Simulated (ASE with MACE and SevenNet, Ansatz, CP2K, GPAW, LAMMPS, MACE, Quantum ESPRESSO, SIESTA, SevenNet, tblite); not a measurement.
**Machine-learned potentials on 47In2O3-53ZnO (mol %) with crystalline order left by the classical run (65 atoms): settings against a plane-wave reference**

How do the settings of machine-learned potentials change the result for 47In2O3-53ZnO (mol %) with crystalline order left by the classical run (65 atoms)? A plane-wave run serves as the yardstick.

Method: the method is named at each step, in ASE with MACE and SevenNet.

## Step 1: Starting point

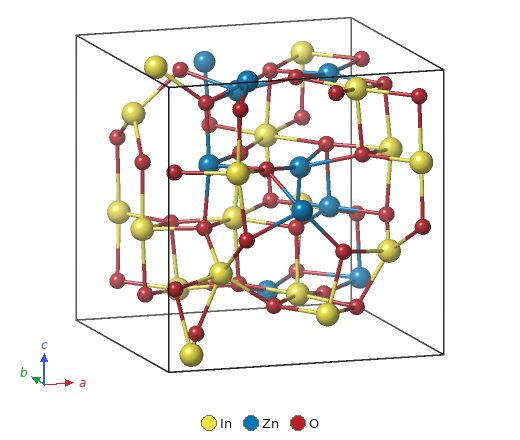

The cell as given, slightly off an axis (indium yellow, zinc blue, oxygen red).

The cell holds 65 atoms: 18 In, 10 Zn and 37 O. Cell: a = 9.453 Å, b = 9.453 Å, c = 9.453 Å, α = 90.0°, β = 90.0°, γ = 90.0°. 65 atoms (18 Sc, 10 Zn, 37 O) placed at random at 4.13 g/cm³, melted at 5000 K for 10 ps at fixed volume with the Morse and Coulomb pair potential with partial charges (Pedone, Malavasi, Menziani, Cormack and Segre, J. Phys. Chem. B 110, 11780 (2006)). Quenched from 5000 K to 300 K at 10 K/ps and fixed volume, held 10 ps at zero pressure, then minimised at fixed cell. Then Sc was replaced by In and the cell scaled by 1.027 (the potential has no terms for the new elements, so the cell is a start for a DFT relaxation).

The yardstick, on the same geometry:

* method: Kohn-Sham DFT, PBE, SSSP efficiency 1.3.0 pseudopotentials, plane waves (Quantum ESPRESSO 7.5); sssp-pbe-1.3.0-efficiency, cutoffs 60/480 Ry, Γ point
* r.m.s. force component: 0.2946 eV/Å
* longest force: 1.109 eV/Å
* pressure: 2.265 GPa
* time: 2.6 min on 4 MPI ranks of Arm Neoverse V2, shared host
* CPU time: 11 min

## Step 2: MACE MPA-0 medium potential

Method: machine-learned interatomic potential MACE MPA-0 medium, trained on PBE(+U) plane-wave data.

File run.py:

```python
import numpy as np
from ase.io import read
import mlip  # loads the published weights by name

atoms = read("structure.xyz")
atoms.calc = mlip.calc("mace-mpa-0-medium")
energy = atoms.get_potential_energy()
forces = atoms.get_forces()
print(f"energy {energy:.6f} eV")
print("forces (eV/A)")
for i, (a, f) in enumerate(zip(atoms, forces)):
    print(f"{i:4d} {a.symbol:2s} {f[0]:10.5f} {f[1]:10.5f} {f[2]:10.5f}")
stress = -atoms.get_stress(voigt=False) * 160.21766
print("stress (GPa, compression positive)")
for row in stress:
    print(" ".join(f"{x:10.4f}" for x in row))
```

File structure.xyz:

```xyz
65
Lattice="9.45319 0.00000 0.00000 0.00000 9.45319 0.00000 0.00000 0.00000 9.45319" Properties=species:S:1:pos:R:3 pbc="T T T"
In 5.66331 0.61105 1.45967
In 7.21713 2.27784 8.54890
In 8.23987 1.98876 3.15566
In 1.02406 4.36454 9.25997
In 7.44250 8.44860 8.59626
In 8.87966 0.59177 6.30811
In 2.65417 0.83557 6.28268
In 7.35420 8.35237 3.58389
In 4.14711 5.63722 3.83601
In 5.76134 3.93101 1.52168
In 2.59055 2.37682 2.67591
In 1.14573 7.00812 7.22451
In 1.04146 0.78868 0.36839
In 8.91493 3.81758 6.15942
In 2.67639 7.02287 1.31210
In 0.91271 5.40647 3.70612
In 5.74537 7.12298 6.20517
In 1.28488 8.91247 3.59883
Zn 8.87361 6.81471 1.33696
Zn 7.29730 5.34890 8.46760
Zn 2.70730 3.91995 5.99597
Zn 3.57198 2.55274 8.97089
Zn 4.20308 5.45506 8.09032
Zn 4.17264 8.74259 8.44652
Zn 5.73790 3.64071 5.78762
Zn 4.84911 0.79029 4.92048
Zn 7.33482 5.36903 4.05873
Zn 5.72107 6.93401 1.07190
O 1.05517 5.53522 1.50060
O 8.94763 6.87880 8.58652
O 2.43694 7.00982 3.53237
O 8.78598 3.86210 3.99189
O 6.23211 0.69131 3.49343
O 4.36860 8.80120 6.33269
O 5.85814 6.98279 4.06118
O 7.42510 8.43329 6.44906
O 7.22696 2.28692 1.30709
O 0.91195 5.37962 5.93178
O 4.38023 2.28389 1.51932
O 2.74218 6.94838 8.59286
O 8.82777 0.65652 8.49936
O 5.76853 4.11649 3.69374
O 7.42057 2.25723 6.36030
O 7.18471 5.50015 1.16823
O 1.85717 2.72138 0.67099
O 8.71319 3.84820 8.31900
O 2.93181 0.75389 4.05873
O 4.31075 5.49911 6.00107
O 5.82827 6.92475 8.38432
O 5.66927 3.84688 8.73815
O 8.75129 6.78455 3.48861
O 5.94464 0.55348 8.79960
O 4.29033 5.58315 1.64051
O 2.60209 4.10127 3.87534
O 7.17412 5.21041 6.18087
O 4.30489 8.44085 1.15783
[... 5 atom lines left out ...]
O 4.15969 2.37606 6.04012
O 8.80404 0.21780 4.24486
O 1.17787 8.74798 6.11395
O 0.69765 1.41297 2.45272
```

On the command line:

```bash
$ OMP_NUM_THREADS=1 python run.py > output.txt
```

Log:

```text
energy -335.377167 eV
forces (eV/A)
   0 In   -0.28179   -0.27020   -0.16613
   1 In   -0.17663   -0.22940   -0.18579
   2 In   -0.01753    0.48051   -0.20158
   3 In   -0.37784    0.25308    0.09984
   4 In    0.22006    0.13048   -0.19297
   5 In   -0.14687    0.05030    0.24752
   6 In   -0.70820    0.11786    0.55832
   7 In   -0.37423   -0.50653    0.19344
   8 In    0.35112    0.19715   -0.26371
   9 In    0.31601    0.30714    0.14442
  10 In    0.12889    0.28120    0.62407
  11 In   -0.21070    0.09984    0.11774
  12 In   -0.35417   -0.48241   -0.45435
  13 In    0.10136   -0.04416    0.24676
  14 In    0.11701    0.16782   -0.27673
  15 In    0.07607    0.03509    0.00867
  16 In    0.34370    0.33799   -0.23141
  17 In    0.20265   -0.20146   -0.09945
  18 Zn   -0.06406   -0.16127   -0.20065
  19 Zn    0.14793    0.05476    0.05422
  20 Zn   -0.27184   -0.17234   -0.01039
  21 Zn    0.22309   -0.11407   -0.15937
  22 Zn   -0.10145    0.01305    0.16889
  23 Zn   -0.04372    0.11152    0.08689
[...]
57 O     0.17793   -0.06641   -0.09206
  58 O     0.51542    0.32363    0.28643
  59 O     0.25806   -0.21061    0.14966
  60 O     0.57601   -0.22894   -0.31380
  61 O     0.45016    0.50443   -0.04328
  62 O     0.25124    0.12534   -0.37028
  63 O    -0.03665   -0.24749   -0.61826
  64 O     0.00199   -0.27556    0.12912
stress (GPa, compression positive)
    1.8265     0.3623    -0.3345
    0.3623     3.1083    -0.7351
   -0.3345    -0.7351     2.3198
```

Run time: 7.2 s. Hardware: 1 thread of Arm Neoverse V2, shared host; peak memory 0.96 GiB.

Banners, paths, timers and routine set-up lines are dropped from the logs unmarked, and long logs keep their key lines alone; longer cuts are marked.

Numbers from this run, and their distance from the reference:

```
r.m.s. force component                  : 0.2814 eV/Å
r.m.s. difference of force components   : 65.66 meV/Å
longest difference of force vectors     : 209.9 meV/Å
force difference over r.m.s. force      : 22.29 %
slope of forces against the reference's : 0.9315
correlation of force components         : 0.975
pressure                                : 2.418 GPa
pressure difference                     : 0.1535 GPa
```

Length of the force difference by element (eV/Å):

```csv
element,atoms,mean,most
In,18,0.11,0.21
O,37,0.10,0.21
Zn,10,0.090,0.17
```

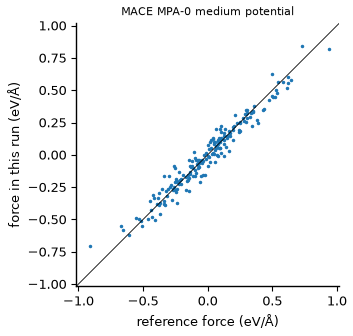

Force components against those of the reference; the line marks equality.

The surroundings of O33, which bears the longest force, nearest first, numbered as they follow in the input and with coordinates relative to it.

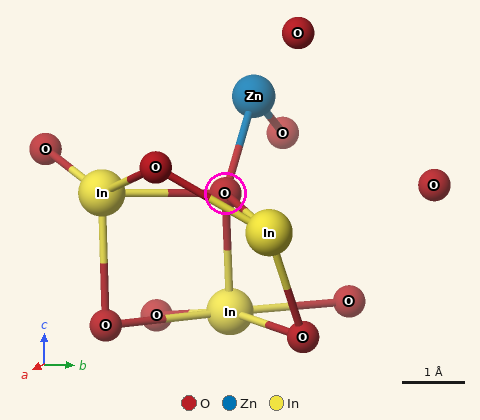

The atoms of the table, within 3.5 Å (arrows a, b, c point along x, y, z); some may hide others; the central atom is ringed.

```csv
atom,x,y,z,distance (Å),bonds,Fx,Fy,Fz (eV/Å)
O33,0.00,0.00,0.00,0.00,4,-0.17,0.56,0.84
Zn26,-1.38,0.10,1.43,1.99,4,0.82,-0.26,-0.29
In1,-0.57,-0.08,-2.03,2.11,6,-0.28,-0.27,-0.17
In8,1.12,-1.79,0.09,2.12,5,-0.37,-0.51,0.19
In3,2.01,1.30,-0.34,2.41,5,-0.02,0.48,-0.20
O63,2.57,-0.47,0.75,2.72,4,0.25,0.13,-0.37
O37,0.99,1.60,-2.19,2.88,4,0.19,-0.04,0.35
O60,0.99,-1.76,-2.12,2.93,5,0.26,-0.21,0.15
O39,-1.85,1.59,-1.97,3.14,4,-0.58,0.17,-0.35
O35,-0.37,-3.16,0.57,3.23,4,0.13,0.02,-0.01
O47,-3.30,0.06,0.57,3.35,4,0.03,-0.08,-0.21
O42,-0.46,3.43,0.20,3.46,4,0.11,-0.06,0.33
O56,-1.93,-1.70,-2.34,3.47,4,0.06,-0.16,-0.55
O43,1.19,1.57,2.87,3.48,4,-0.50,0.05,-0.15
```

Atoms are counted from 1 here, from 0 in the log.

Forces lie 22 % from the reference's, at 0.011 times its CPU time (on 1 against 4 cores).

## Step 3: SevenNet 0 potential

Method: machine-learned interatomic potential SevenNet 0, trained on PBE(+U) plane-wave data.

Edit run.py of step 2 so:

```diff
@@ -5,3 +5,3 @@
 atoms = read("structure.xyz")
-atoms.calc = mlip.calc("mace-mpa-0-medium")
+atoms.calc = mlip.calc("7net-0")
 energy = atoms.get_potential_energy()
```

structure.xyz is that of step 2.

Log:

```text
energy -335.678070 eV
forces (eV/A)
   0 In   -0.20924   -0.16471   -0.07634
   1 In   -0.19046   -0.21226   -0.16472
   2 In   -0.11084    0.41722   -0.16850
   3 In   -0.45579    0.36893   -0.03353
   4 In    0.27891    0.09078   -0.22842
   5 In   -0.12121    0.14169    0.18436
   6 In   -0.77648    0.09659    0.59659
   7 In   -0.29793   -0.24779    0.28059
   8 In    0.35472    0.12196   -0.29601
   9 In    0.30578    0.21306    0.11861
  10 In    0.14622    0.29147    0.53232
  11 In   -0.25075    0.06641    0.20547
  12 In   -0.37294   -0.54976   -0.40072
  13 In    0.04683   -0.11796    0.21220
  14 In    0.00378    0.18061   -0.26571
  15 In    0.13842    0.01119   -0.02700
  16 In    0.40519    0.25950   -0.27522
  17 In    0.03359   -0.16793   -0.12278
  18 Zn   -0.10939   -0.12573   -0.25622
  19 Zn    0.11794    0.10486    0.09994
  20 Zn   -0.24785   -0.18005    0.06001
  21 Zn    0.25530   -0.07478   -0.10115
  22 Zn   -0.15333    0.03894    0.21111
  23 Zn   -0.10318    0.06532    0.03625
[...]
57 O     0.26589   -0.03061   -0.09937
  58 O     0.51923    0.27547    0.26239
  59 O     0.30024   -0.13731    0.11745
  60 O     0.65326   -0.22204   -0.34229
  61 O     0.56232    0.52360   -0.08967
  62 O     0.28951    0.08855   -0.33287
  63 O    -0.04833   -0.24800   -0.56296
  64 O     0.00339   -0.26506    0.08626
stress (GPa, compression positive)
    2.4763     0.2632    -0.3144
    0.2632     3.6531    -0.6132
   -0.3144    -0.6132     2.7944
```

The job ended after 7 s (1 thread; peak memory 0.83 GiB).

Compared with the plane-wave run:

```yaml
r_m_s_force_component: 0.2792 eV/Å
r_m_s_difference_of_force_components: 69.51 meV/Å
longest_difference_of_force_vectors: 232.3 meV/Å
force_difference_over_r_m_s_force: 23.6 %
slope_of_forces_against_the_reference_s: 0.9213
correlation_of_force_components: 0.9721
pressure: 2.975 GPa
pressure_difference: 0.7099 GPa
```

Against the first run (22 %), the force difference from the reference is 24 %, at 0.97 times the CPU time.

## Step 4: MACE MP-0b2 small potential

Method: machine-learned interatomic potential MACE MP-0b2 small, trained on PBE(+U) plane-wave data.

Edit run.py of step 3 so:

```diff
@@ -5,3 +5,3 @@
 atoms = read("structure.xyz")
-atoms.calc = mlip.calc("7net-0")
+atoms.calc = mlip.calc("mace-mp-0b2-small")
 energy = atoms.get_potential_energy()
```

structure.xyz is that of step 3.

Log:

```text
energy -335.279522 eV
forces (eV/A)
   0 In   -0.21194   -0.28171   -0.05753
   1 In   -0.15287   -0.14905   -0.18622
   2 In   -0.10545    0.52739   -0.17759
   3 In   -0.36177    0.30974   -0.01134
   4 In    0.29906   -0.01012   -0.18705
   5 In   -0.19438    0.02784    0.28085
   6 In   -0.64451    0.13715    0.47039
   7 In   -0.38176   -0.50423    0.20263
   8 In    0.44741    0.22239   -0.27795
   9 In    0.32065    0.37669    0.21360
  10 In    0.14911    0.23830    0.55147
  11 In   -0.22003   -0.02170    0.12192
  12 In   -0.31130   -0.44372   -0.41135
  13 In    0.08854   -0.04365    0.25767
  14 In    0.17028    0.10594   -0.27864
  15 In    0.03133    0.05618    0.01800
  16 In    0.40031    0.30921   -0.27992
  17 In    0.15766   -0.29771    0.01461
  18 Zn   -0.14824   -0.16301   -0.25076
  19 Zn    0.17868    0.14186    0.03776
  20 Zn   -0.26543   -0.16303    0.05281
  21 Zn    0.19487   -0.10243   -0.15570
  22 Zn   -0.16569    0.08370    0.17422
  23 Zn   -0.11667    0.05771    0.07560
[...]
57 O     0.22680   -0.05457   -0.11053
  58 O     0.47002    0.35072    0.33841
  59 O     0.25083   -0.17128    0.07978
  60 O     0.58959   -0.26003   -0.30396
  61 O     0.49121    0.50762   -0.01721
  62 O     0.38970    0.15728   -0.26365
  63 O    -0.07195   -0.25324   -0.52696
  64 O     0.07122   -0.17885    0.00854
stress (GPa, compression positive)
    2.5127     0.3328    -0.2417
    0.3328     3.6564    -0.6714
   -0.2417    -0.6714     3.0253
```

It took 5.7 s on 1 thread; peak memory 0.66 GiB.

Against the reference:

```
r.m.s. force component                  : 0.2775 eV/Å
r.m.s. difference of force components   : 81.93 meV/Å
longest difference of force vectors     : 373.2 meV/Å
force difference over r.m.s. force      : 27.82 %
slope of forces against the reference's : 0.905
correlation of force components         : 0.9607
pressure                                : 3.065 GPa
pressure difference                     : 0.8001 GPa
```

Against the first run (22 %), the force difference from the reference is 28 %, at 0.80 times the CPU time.

## Step 5: The ladder

Differences are against the plane-wave reference, forces as r.m.s. over components; share is that over the reference's r.m.s. force, slope the least-squares factor from reference forces to these. Total energies of different programs have different zeros and aren't compared.

```csv
run,"Δ force, r.m.s. (meV/Å)",share (%),slope,Δ pressure (GPa),cores,CPU time,memory (GiB)
reference,-,-,-,-,4,11 min,2.6
MACE MPA-0 medium potential,65.7,22.3,0.931,0.153,1,7.1 s,0.96
SevenNet 0 potential,69.5,23.6,0.921,0.710,1,6.9 s,0.83
MACE MP-0b2 small potential,81.9,27.8,0.905,0.800,1,5.7 s,0.66
```

Times of the machine-learned potentials are mostly Python's start and the loading of weights.

CPU time is summed over cores on a shared host, where runs went side by side, so it is rough. Symmetry, cutoffs, thresholds, outputs and thread counts weren't matched or tuned between programs; memory under MPI is the largest rank's times the ranks.

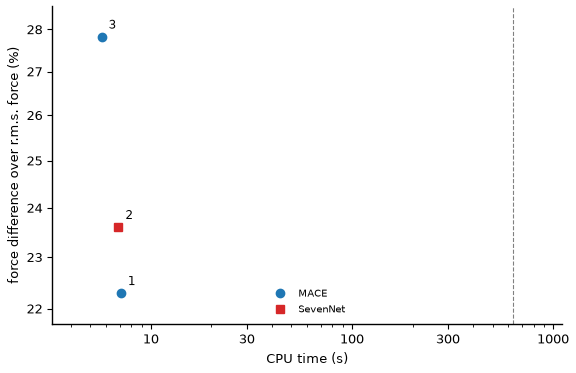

Force difference against CPU time; the dashed line marks the reference's time. Points: 1 MACE MPA-0 medium potential; 2 SevenNet 0 potential; 3 MACE MP-0b2 small potential.

## Step 6: Results

* nearest in forces: MACE MPA-0 medium potential, 22 %
* its CPU time: 7.1 s

Machine-learned potentials differ by 22 % (MACE MPA-0 medium potential) to 28 % (MACE MP-0b2 small potential); they were trained on other programs' data. The reference's pressure holds the uncorrected Pulay stress of its 60 Ry basis, so small pressure differences, and their order, may be the reference's own error. Machine-learned potentials mimic data converged in k, so the reference's own k-point error enters their differences. The quench rate of 10 K/ps is many orders above laboratory rates, so the cell is likely richer in defects and strain than a real sample. The network of bonds at the start is that of the classical potential that made the cell, and needn't be the one that DFT or experiment would give. The reference's pressure of 2.3 GPa belongs to a cell and atoms that aren't relaxed at this level. The electronic-structure runs sample only Γ, in a cell whose shortest periodic width is 9 Å.

[Also dropped from logs without a mark: logging warnings of Python, and SIESTA's first energy breakdown and zero terms.]

[Logs are printed without paths, hosts, clocks, repeated set-up lines and the standing remarks that a program may print on its own settings, such as how far it seeks lower states.]

[Hosts, paths, dates, database ids (printed as entryN), source tags and the programs' standing remarks are cut or masked in the printed files.]
